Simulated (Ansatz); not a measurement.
Input file:

```
crystal:
  lattice:
    - [0.0, 2.454822, 2.454822]
    - [2.454822, 0.0, 2.454822]
    - [2.454822, 2.454822, 0.0]
  atoms:
    - { symbol: Hf, position: [0.0, 0.0, 0.0] }
    - { symbol: "N", position: [0.25, 0.25, 0.25] }
hamiltonian:
  xc: pbe
  pseudopotentials: { kind: paw }
kpoints:
  mp_grid: { grid: [9, 9, 9] }
scf:
  occupations: { method: gaussian, width: 0.05 }
output:
  forces: true
  stress: true
  eigenvalues: true
  write_density: true
  write_potential: true
  elf: true
  volumetric_format: npy
```

Run with:

```sh
ansatz run input.yaml --threads 2 --pin off --max-ram 5632MiB --backend cpu --events-out ev --progress --plain --runs-dir out
```

Below, planes, directions and counts refer to the conventional cell (a = 4.91 Å, b = 4.91 Å, c = 4.91 Å, α = 90.00°, β = 90.00°, γ = 90.00°).

Space group F-43m; a structure from a database of computed crystals, not necessarily the ambient phase.

Level of theory: Kohn-Sham DFT of a periodic cell, PBE, Ansatz PAW in Ansatz.

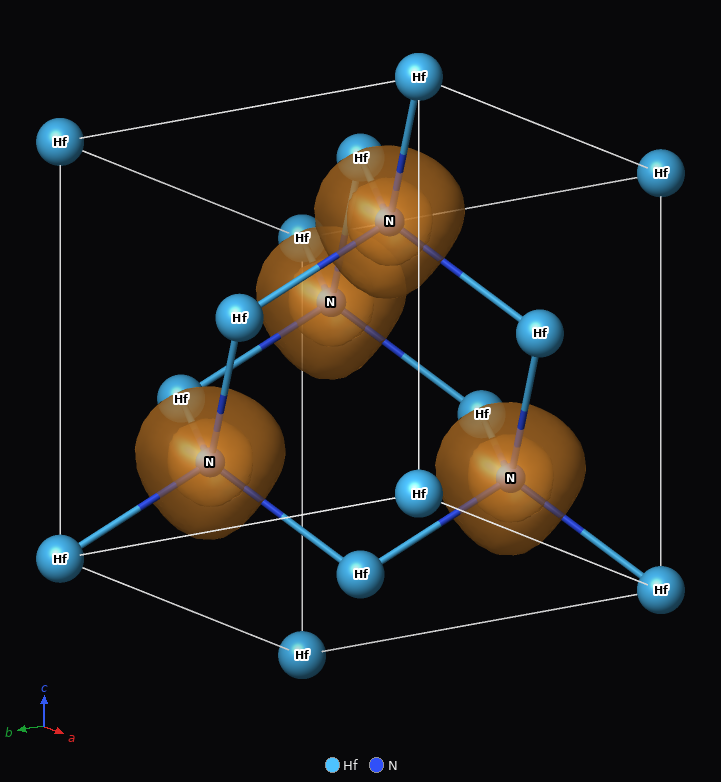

HfN. Isosurface of the electron localisation function at 0.75 (orange), seen at an oblique angle. Only the valence region is drawn (cores and ρ < 0.01 e/Å³ removed). Sticks mark near contacts.

Core electrons are frozen (PAW), and the valence fields are smoothed inside the atomic spheres.

What do the ELF domains correspond to?

The ELF exceeds this value in four regions wrapped around N (the valence shell of each), counted in one cell of 8 atoms. Regions shared between cells count once. Along the contacts the grid gives the following. Hf–N (2.13 Å): the ELF peaks at about 0.80 in the valence shell of N, 0.6 Å from its nucleus, and drops to about 0.20 between the two atoms: no shared electron pair shows on this line.

Metal or insulator at this level of theory?

It is metallic or semimetallic at this level of theory: no gap opens.
